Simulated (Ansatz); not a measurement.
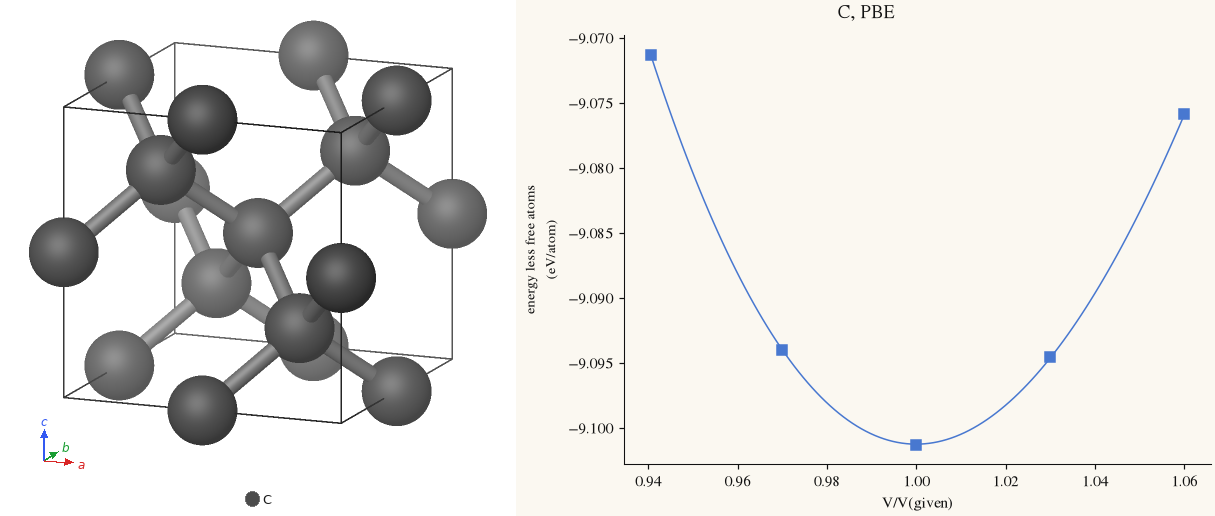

The figure shows the energy less free atoms against V/V(given) for C, space group Fd-3m (No. 227). The conventional cell is drawn beside the plot.

The given structure:
```
CELL_PARAMETERS angstrom
0.00000 1.78581 1.78581
1.78581 0.00000 1.78581
1.78581 1.78581 0.00000
ATOMIC_POSITIONS crystal
C 0.00000 0.00000 0.00000
C 0.25000 0.25000 0.25000
```

How it was computed, with Ansatz 0.2.0: periodic Kohn-Sham DFT of a crystal at fixed atoms, scaled to the stated factor times the given cell, energy less spherical unpolarised free atoms. Level: PBE.

- method: all-electron LAPW
- relativity: scalar
- k mesh: 13×13×13
- occupations: Fermi–Dirac
- smearing width: 0.05 eV
- basis error target: 0.5 (meV/atom)
- nucleus: Gaussian

V(given) is 5.70 Å³/atom.

Q: What equilibrium volume and bulk modulus follow from the curve?

A: A third-order Birch–Murnaghan fit gives V0 = 5.69 Å³/atom, B0 = 434 GPa and B′ = 3.7.
